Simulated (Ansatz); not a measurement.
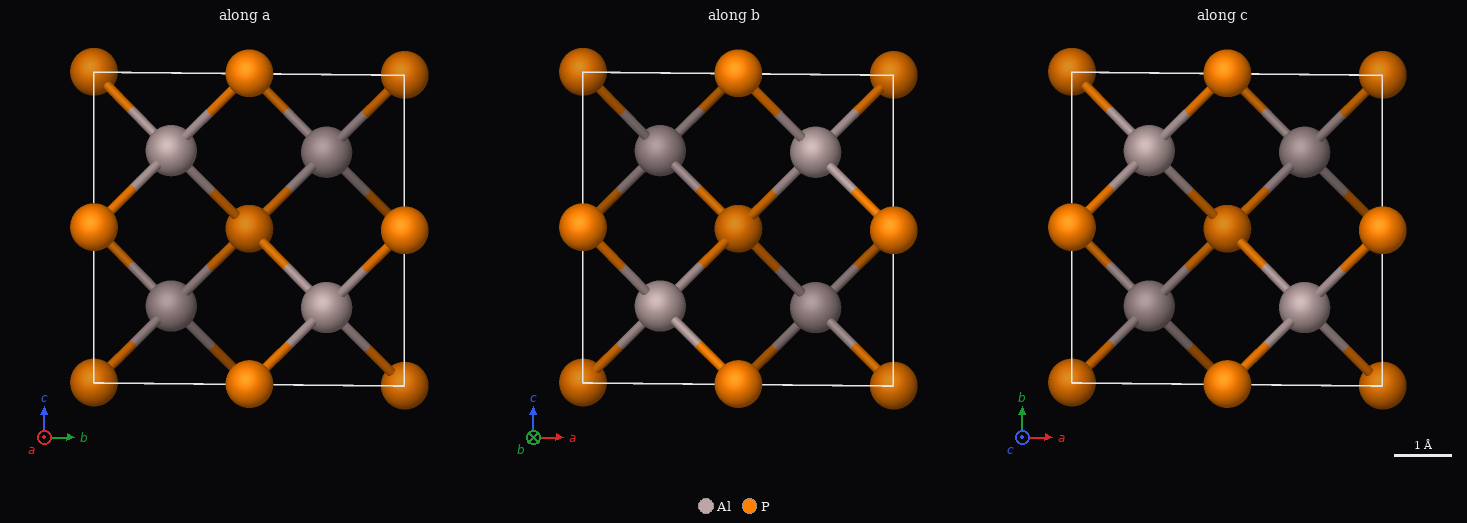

Ball-and-stick representation of a periodic structure, projected along the a axis, along the b axis and along the c axis. The edges of the drawn cell (a repeat of the simulation cell) are marked.

Lattice parameters: a = 5.506 Å, b = 5.506 Å, c = 5.506 Å, α = 90.57°, β = 90.57°, γ = 90.57°. Put a along x and b in the xy plane.

> Put the structure into a POSCAR file, with free fractional coordinates to two decimals.

```
Al P
1.0
     5.506    0.000    0.000
    -0.055    5.506    0.000
    -0.055   -0.055    5.505
Al P
4 4
Direct
  0.25 0.25 0.25
  0.75 0.75 0.25
  0.75 0.25 0.75
  0.25 0.75 0.75
  0.50 0.00 0.00
  0.00 0.50 0.00
  0.00 0.00 0.50
  0.50 0.50 0.50
```

Its origin is a structure type filled with these elements by a generator (whether the compound takes this form wasn't checked). The cell was then strained or its atoms displaced on purpose. It went into a calculation with Ansatz.
